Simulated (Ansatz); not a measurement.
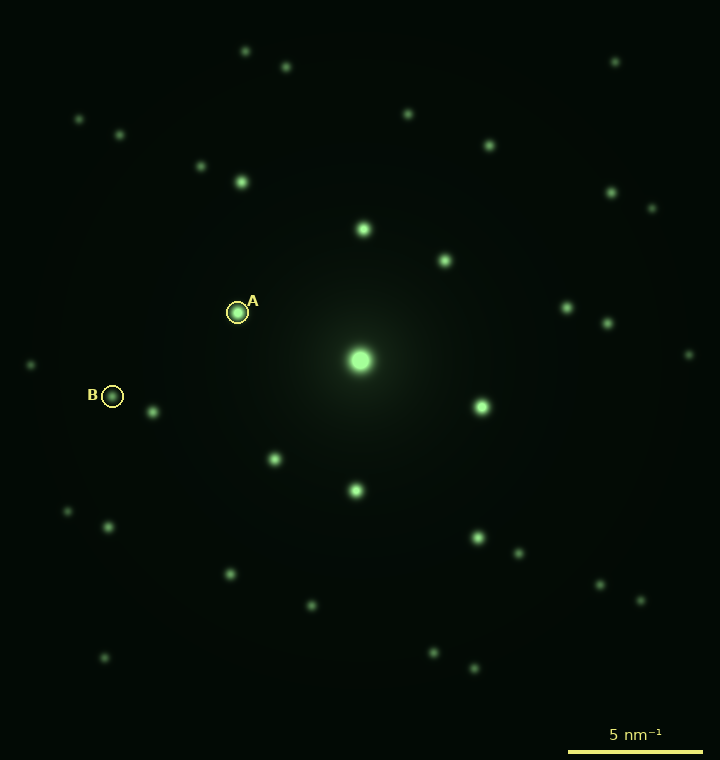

Computed electron diffraction pattern, 120 kV, single scattering only, B = 0.3 Å². Two individuals of a reflection twin are superposed (a geometric construction: whether this twin forms is not tested; the second individual is smaller and so fainter). Crystal: C, space group Fd-3m (No. 227), a = 3.53 Å, zone axis [110]. Structure: the input geometry of an electronic-structure calculation (not necessarily at equilibrium); the starting structure was generated, so it need not be a known form of this composition.

In the first individual spot A is -1 1 1 and spot B is -1 1 3.

Question: On which plane is the crystal twinned?

Answer: (1-1-1). The spot positions of the combined pattern are mirror-symmetric about the row through 1 -1 -1 (d = 2.039 Å), which both individuals share, while a single individual has only symmetry 2mm without that mirror line. Friedel's law adds the mirror line at right angles, so a twin on (1-12) would give the same picture; the more widely spaced plane was used.

Question: Which other reflections coincide?

Answer: Within the frame only the reflections of the common row coincide.
